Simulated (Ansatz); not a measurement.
**Tantalum, bcc under LDA: convergence with the plane-wave cutoff**

Aim: find which plane-wave cutoff is enough for energy and pressure. The geometry was relaxed under LDA beforehand and stays fixed; 9 values are run, from 150 to 800 eV. Wanted are the values from which on the energy stays within 10 and 1 meV/atom, and the pressure within 0.5 GPa, of the last run. Within the series other settings stay, but some runs also write fields, which adds to their time. Spin polarisation is left out.

Program: Ansatz 0.2.0. Level of theory: DFT LDA, plane waves with PAW, scalar-relativistic. These are calculated values, not measurements.

**1. The starting structure**

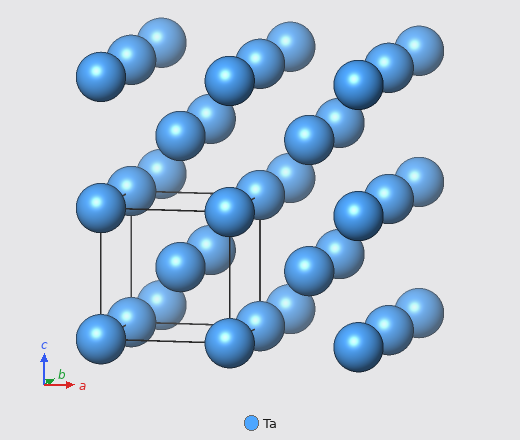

Start, viewed slightly off an axis; tantalum blue. 2×2×2 conventional cells are drawn; the run uses a primitive one. Any atoms on the faces are drawn again on the opposite ones.

Coordinates:

```
Ta
1.0
    -1.62767    1.62767    1.62767
     1.62767   -1.62767    1.62767
     1.62767    1.62767   -1.62767
Ta
1
Direct
  0.00000 0.00000 0.00000
```

**2. The usual settings first**

input.yaml reads:

```yaml
crystal:
  lattice:
    - [-1.6276710318, 1.6276710318, 1.6276710318]
    - [1.6276710318, -1.6276710318, 1.6276710318]
    - [1.6276710318, 1.6276710318, -1.6276710318]
  atoms:
    - { symbol: Ta, position: [0.0, 0.0, 0.0] }
hamiltonian:
  xc: lda
  pseudopotentials:
    kind: paw
    azcp:
      Ta: "pseudopotentials/Ta.paw.azcp"
basis:
  ecutwfc: 420
  fft_grid_basis: typed
kpoints:
  mp_grid: { grid: [22, 22, 22], shift: [0, 0, 0] }
magnetization:
  spin_polarized: false
scf:
  occupations: { method: fermi_dirac, width: 0.1 }
  lower_state_search: "off"
output:
  stress: true
```

The run is started by

```console
> ansatz run input.yaml --threads 2 --pin off --max-ram 5120MiB --backend cpu --events-out ev --progress --plain --runs-dir out
```

Log, shortened:

```text
Warning: <dir> the record states the generating functional pbe (its physics header spells it `PBE`), which answers neither for hamiltonian.xc's functional nor for the lda family's — results may be inconsistent (PPs are generated against a specific XC)
Warning: RAYON_NUM_THREADS=2 ignored (pool sized by the plan → 2); use --threads N
[...]
Pseudopotentials: kind: paw
Pseudopotential: Ta, paw, valence charge 13, recommended cutoff 420 eV (normal), <dir>
Functional definition: SPW92
[...]
Crystal: 1 atoms, lattice volume = 17.249 Å³
Basis set: ecut = 420 eV, 321 PW (Γ)
Bands: 11, of which v1, the nominal top of the filled ones, is band 7 counted from 1 (6 counted from 0)
Symmetry: 48 space group operations
Space group: Im-3m (ITA 229), of the structure as read, at distance tolerance 2.6e-5 Å
k-points: 328 of 10648
[...]
SCF iter   1: F=—  HF=-9682.632671 eV  |F-HF|=—  |Δ(HF+E_count)|=         —  Δρ=5.13e-3  dr2=3.38e-3  ethr=1.77e-3  ⟨swp⟩=5.2  Hψ=20414  notcnv=0
[...]
SCF iter   6: F=-9682.631377 eV  HF=-9682.631377 eV  |F-HF|=1.35e-10  |Δ(HF+E_count)|=   2.79e-9  Δρ=9.62e-7  dr2=1.63e-10  ethr=4.35e-11  ⟨swp⟩=1.9  Hψ=11810  notcnv=0
[...]
SCF converged after 6 iterations
Free energy (F): -9682.631377 eV
[...]
E sigma→0 (E₀):  -9682.610283 eV
Entropy (-TS):   -0.042189 eV (-42.189 meV/atom)
Fermi energy:    19.234262 eV
[...]
--- Stress (GPa, compression-positive) ---
       -0.276787      -0.000000      -0.000000
        0.000000      -0.276787      -0.000000
       -0.000000       0.000000      -0.276787
  P = ⅓ Tr σ = -0.2768 GPa (-2.768 kbar)
```

It took 1.8 s on 2 threads of Arm Neoverse V1, shared host; peak memory 0.33 GiB.

**3. Run at 150 eV**

The run at 150 eV.

input.yaml: that of step 2 with these lines changed.

```diff
@@ -14,6 +14,6 @@
 basis:
-  ecutwfc: 420
+  ecutwfc: 150
   fft_grid_basis: typed
 kpoints:
-  mp_grid: { grid: [22, 22, 22], shift: [0, 0, 0] }
+  mp_grid: { grid: [14, 14, 14], shift: [0, 0, 0] }
 magnetization:
```

The run is started by

```console
> ansatz run input.yaml --threads 2 --pin off --max-ram 5120MiB --backend cpu --events-out ev --progress --plain --runs-dir out
```

Log, shortened:

```text
Warning: basis.ecutwfc = 150 eV is below the records' recommended 420 eV, and the density's cutoff is lower with it unless basis.ecutrho_ratio is high enough to keep the records' density cutoff: compare with a run at a higher cutoff
Warning: <dir> the record states the generating functional pbe (its physics header spells it `PBE`), which answers neither for hamiltonian.xc's functional nor for the lda family's — results may be inconsistent (PPs are generated against a specific XC)
Warning: RAYON_NUM_THREADS=2 ignored (pool sized by the plan → 2); use --threads N
[...]
Pseudopotentials: kind: paw
Pseudopotential: Ta, paw, valence charge 13, recommended cutoff 420 eV (normal), <dir>
Functional definition: SPW92
[...]
Crystal: 1 atoms, lattice volume = 17.249 Å³
Basis set: ecut = 150 eV, 79 PW (Γ)
Bands: 11, of which v1, the nominal top of the filled ones, is band 7 counted from 1 (6 counted from 0)
Symmetry: 48 space group operations
Space group: Im-3m (ITA 229), of the structure as read, at distance tolerance 2.6e-5 Å
k-points: 104 of 2744
[...]
SCF iter   1: F=—  HF=-9674.886223 eV  |F-HF|=—  |Δ(HF+E_count)|=         —  Δρ=1.12e-1  dr2=1.12e0  ethr=1.77e-3  ⟨swp⟩=4.0  Hψ=5628  notcnv=0
[...]
SCF iter   6: F=-9674.204159 eV  HF=-9674.204159 eV  |F-HF|=5.28e-11  |Δ(HF+E_count)|=   4.81e-8  Δρ=1.25e-6  dr2=1.71e-10  ethr=7.69e-10  ⟨swp⟩=3.3  Hψ=2863  notcnv=0
[...]
SCF converged after 6 iterations
Free energy (F): -9674.204159 eV
[...]
E sigma→0 (E₀):  -9674.182111 eV
Entropy (-TS):   -0.044096 eV (-44.096 meV/atom)
Fermi energy:    19.474759 eV
[...]
--- Stress (GPa, compression-positive) ---
      -22.911774      -0.000000      -0.000000
        0.000000     -22.911774      -0.000000
        0.000000      -0.000000     -22.911774
  P = ⅓ Tr σ = -22.9118 GPa (-229.118 kbar)
```

Run time: 0.47 s. Hardware: 2 threads of Arm Neoverse V1, shared host; peak memory 0.24 GiB.

**4. Run at 200 eV**

The run at 200 eV.

input.yaml: that of step 3 with these lines changed.

```diff
@@ -14,3 +14,3 @@
 basis:
-  ecutwfc: 150
+  ecutwfc: 200
   fft_grid_basis: typed
@@ -25 +25,5 @@
   stress: true
+  write_density: true
+  write_potential: true
+  elf: true
+  volumetric_format: npy
```

The run is started by

```console
> ansatz run input.yaml --threads 2 --pin off --max-ram 5120MiB --backend cpu --events-out ev --progress --plain --runs-dir out
```

Log, shortened:

```text
Warning: basis.ecutwfc = 200 eV is below the records' recommended 420 eV, and the density's cutoff is lower with it unless basis.ecutrho_ratio is high enough to keep the records' density cutoff: compare with a run at a higher cutoff
Warning: <dir> the record states the generating functional pbe (its physics header spells it `PBE`), which answers neither for hamiltonian.xc's functional nor for the lda family's — results may be inconsistent (PPs are generated against a specific XC)
Warning: RAYON_NUM_THREADS=2 ignored (pool sized by the plan → 2); use --threads N
[...]
Pseudopotentials: kind: paw
Pseudopotential: Ta, paw, valence charge 13, recommended cutoff 420 eV (normal), <dir>
Functional definition: SPW92
[...]
Crystal: 1 atoms, lattice volume = 17.249 Å³
Basis set: ecut = 200 eV, 135 PW (Γ)
Bands: 11, of which v1, the nominal top of the filled ones, is band 7 counted from 1 (6 counted from 0)
Symmetry: 48 space group operations
Space group: Im-3m (ITA 229), of the structure as read, at distance tolerance 2.6e-5 Å
k-points: 104 of 2744
[...]
SCF iter   1: F=—  HF=-9681.399021 eV  |F-HF|=—  |Δ(HF+E_count)|=         —  Δρ=3.36e-2  dr2=7.36e-2  ethr=1.77e-3  ⟨swp⟩=4.5  Hψ=5735  notcnv=0
[...]
SCF iter   6: F=-9681.358368 eV  HF=-9681.358368 eV  |F-HF|=5.46e-12  |Δ(HF+E_count)|=  9.40e-10  Δρ=3.30e-7  dr2=7.88e-12  ethr=1.96e-11  ⟨swp⟩=4.1  Hψ=4892  notcnv=0
[...]
SCF converged after 6 iterations
Free energy (F): -9681.358368 eV
[...]
E sigma→0 (E₀):  -9681.338785 eV
Entropy (-TS):   -0.039165 eV (-39.165 meV/atom)
Fermi energy:    19.287998 eV
[...]
--- Stress (GPa, compression-positive) ---
        0.468283      -0.000000       0.000000
       -0.000000       0.468283       0.000000
        0.000000       0.000000       0.468283
  P = ⅓ Tr σ = 0.4683 GPa (4.683 kbar)
--- Band table (eV; the first three rows and the last of 104) ---
  k-point 0: bands = ["-48.2885", "-13.9461", "-13.9461", "-13.9461", "11.2119", "19.8254", "19.8254", "19.8254", "23.2892", "23.2892", "34.1591"]
[...]
```

It took 0.66 s on 2 threads of Arm Neoverse V1, shared host; peak memory 0.25 GiB.

**5. Run at 250 eV**

The run at 250 eV.

input.yaml: that of step 4 with these lines changed.

```diff
@@ -14,3 +14,3 @@
 basis:
-  ecutwfc: 200
+  ecutwfc: 250
   fft_grid_basis: typed
@@ -25,5 +25 @@
   stress: true
-  write_density: true
-  write_potential: true
-  elf: true
-  volumetric_format: npy
```

The run is started by

```console
> ansatz run input.yaml --threads 2 --pin off --max-ram 5120MiB --backend cpu --events-out ev --progress --plain --runs-dir out
```

Log, shortened:

```text
Warning: basis.ecutwfc = 250 eV is below the records' recommended 420 eV, and the density's cutoff is lower with it unless basis.ecutrho_ratio is high enough to keep the records' density cutoff: compare with a run at a higher cutoff
Warning: <dir> the record states the generating functional pbe (its physics header spells it `PBE`), which answers neither for hamiltonian.xc's functional nor for the lda family's — results may be inconsistent (PPs are generated against a specific XC)
Warning: RAYON_NUM_THREADS=2 ignored (pool sized by the plan → 2); use --threads N
[...]
Pseudopotentials: kind: paw
Pseudopotential: Ta, paw, valence charge 13, recommended cutoff 420 eV (normal), <dir>
Functional definition: SPW92
[...]
Crystal: 1 atoms, lattice volume = 17.249 Å³
Basis set: ecut = 250 eV, 141 PW (Γ)
Bands: 11, of which v1, the nominal top of the filled ones, is band 7 counted from 1 (6 counted from 0)
Symmetry: 48 space group operations
Space group: Im-3m (ITA 229), of the structure as read, at distance tolerance 2.6e-5 Å
k-points: 104 of 2744
[...]
SCF iter   1: F=—  HF=-9682.509757 eV  |F-HF|=—  |Δ(HF+E_count)|=         —  Δρ=8.33e-3  dr2=4.52e-3  ethr=1.77e-3  ⟨swp⟩=5.0  Hψ=5959  notcnv=0
[...]
SCF iter   6: F=-9682.507343 eV  HF=-9682.507343 eV  |F-HF|=1.64e-11  |Δ(HF+E_count)|=   1.96e-9  Δρ=4.00e-7  dr2=2.74e-11  ethr=3.54e-11  ⟨swp⟩=1.7  Hψ=3117  notcnv=0
[...]
SCF converged after 6 iterations
Free energy (F): -9682.507343 eV
[...]
E sigma→0 (E₀):  -9682.487674 eV
Entropy (-TS):   -0.039339 eV (-39.339 meV/atom)
Fermi energy:    19.238517 eV
[...]
--- Stress (GPa, compression-positive) ---
        0.391398      -0.000000       0.000000
       -0.000000       0.391398      -0.000000
       -0.000000       0.000000       0.391398
  P = ⅓ Tr σ = 0.3914 GPa (3.914 kbar)
```

It took 1.2 s on 2 threads of Arm Neoverse V1, shared host; peak memory 0.24 GiB.

**6. Run at 300 eV**

The run at 300 eV.

input.yaml: that of step 5 with these lines changed.

```diff
@@ -14,3 +14,3 @@
 basis:
-  ecutwfc: 250
+  ecutwfc: 300
   fft_grid_basis: typed
@@ -25 +25,5 @@
   stress: true
+  write_density: true
+  write_potential: true
+  elf: true
+  volumetric_format: npy
```

The run is started by

```console
> ansatz run input.yaml --threads 2 --pin off --max-ram 5120MiB --backend cpu --events-out ev --progress --plain --runs-dir out
```

Log, shortened:

```text
Warning: basis.ecutwfc = 300 eV is below the records' recommended 420 eV, and the density's cutoff is lower with it unless basis.ecutrho_ratio is high enough to keep the records' density cutoff: compare with a run at a higher cutoff
Warning: <dir> the record states the generating functional pbe (its physics header spells it `PBE`), which answers neither for hamiltonian.xc's functional nor for the lda family's — results may be inconsistent (PPs are generated against a specific XC)
Warning: RAYON_NUM_THREADS=2 ignored (pool sized by the plan → 2); use --threads N
[...]
Pseudopotentials: kind: paw
Pseudopotential: Ta, paw, valence charge 13, recommended cutoff 420 eV (normal), <dir>
Functional definition: SPW92
[...]
Crystal: 1 atoms, lattice volume = 17.249 Å³
Basis set: ecut = 300 eV, 201 PW (Γ)
Bands: 11, of which v1, the nominal top of the filled ones, is band 7 counted from 1 (6 counted from 0)
Symmetry: 48 space group operations
Space group: Im-3m (ITA 229), of the structure as read, at distance tolerance 2.6e-5 Å
k-points: 104 of 2744
[...]
SCF iter   1: F=—  HF=-9682.622333 eV  |F-HF|=—  |Δ(HF+E_count)|=         —  Δρ=4.74e-3  dr2=2.89e-3  ethr=1.77e-3  ⟨swp⟩=5.1  Hψ=5990  notcnv=0
[...]
SCF iter   6: F=-9682.621185 eV  HF=-9682.621185 eV  |F-HF|=1.82e-10  |Δ(HF+E_count)|=   2.42e-9  Δρ=1.01e-6  dr2=2.08e-10  ethr=3.64e-11  ⟨swp⟩=4.8  Hψ=5450  notcnv=0
[...]
SCF converged after 6 iterations
Free energy (F): -9682.621185 eV
[...]
E sigma→0 (E₀):  -9682.601572 eV
Entropy (-TS):   -0.039227 eV (-39.227 meV/atom)
Fermi energy:    19.228658 eV
[...]
--- Stress (GPa, compression-positive) ---
        0.072068       0.000000      -0.000000
        0.000000       0.072068      -0.000000
       -0.000000       0.000000       0.072068
  P = ⅓ Tr σ = 0.0721 GPa (0.721 kbar)
--- Band table (eV; the first three rows and the last of 104) ---
  k-point 0: bands = ["-47.7421", "-13.6169", "-13.6169", "-13.6169", "11.1962", "19.8982", "19.8982", "19.8982", "23.3094", "23.3094", "34.1141"]
[...]
```

Run time: 1 s. Hardware: 2 threads of Arm Neoverse V1, shared host; peak memory 0.26 GiB.

(Part 1 of 2 ends here.)
